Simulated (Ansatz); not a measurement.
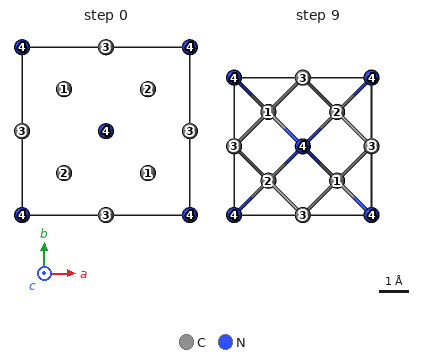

The structure of a crystal of C₃N (a generated structure, set up in Fm-3m) (coarse preliminary run) before (left) and after (right) a relaxation, at one scale.

Style: ball-and-stick. Shown: the conventional cell (4 times the calculation's cell), along the c axis. Lengths and directions refer to the drawn axes.

All numbers below come from Ansatz, DFT PBE, scalar-relativistic, plane waves, PAW.

The input:
```yaml
crystal:
  lattice:
    - [0.0, 2.92515937, 2.92515937]
    - [2.92515937, 0.0, 2.92515937]
    - [2.92515937, 2.92515937, 0.0]
  atoms:
    - { symbol: C, position: [0.25, 0.25, 0.25] }
    - { symbol: C, position: [0.75, 0.75, 0.75] }
    - { symbol: C, position: [0.5, 0.5, 0.5] }
    - { symbol: "N", position: [0.0, 0.0, 0.0] }
basis:
  ecutwfc: 420
kpoints:
  mp_grid: { grid: [6, 6, 6] }
hamiltonian:
  xc: pbe
scf:
  occupations: { method: gaussian, width: 0.1 }
  lower_state_search: "off"
output:
  forces: true
  stress: true
  eigenvalues: true
relax:
  adjacent_minimum: "off"
  f_tol: 0.04
  max_steps: 70
  cell: { stress_tol: 0.4 }
```

Launched with:
```bash
ansatz run input.yaml --threads 1 --pin off --max-ram 2560MiB --backend cpu --events-out ev --progress --plain --runs-dir out
```

> Summarise the run.

Over 7 accepted moves (9 points after the start) the energy falls by 3.703 eV per cell of the calculation. All forces vanish by symmetry, so only the cell relaxes. Pressure: −31.50 GPa at the start and 0.01 GPa at the end. At 2 points the geometry stayed and the basis and grid were re-selected for the new cell (energy shift of 10.2 meV per cell of the calculation at most each time). The atoms keep their places relative to the cell (all moves are under 0.005 Å). The drawn cell changes as follows: a = b = c 5.850 → 4.791 Å (−18.1 %); the volume changes by −45.1 %. Among the contacts that change: C1–N4 2.533 → 2.075 Å, C1–C3 2.533 → 2.075 Å. The space group stays Fm-3m (No. 225).
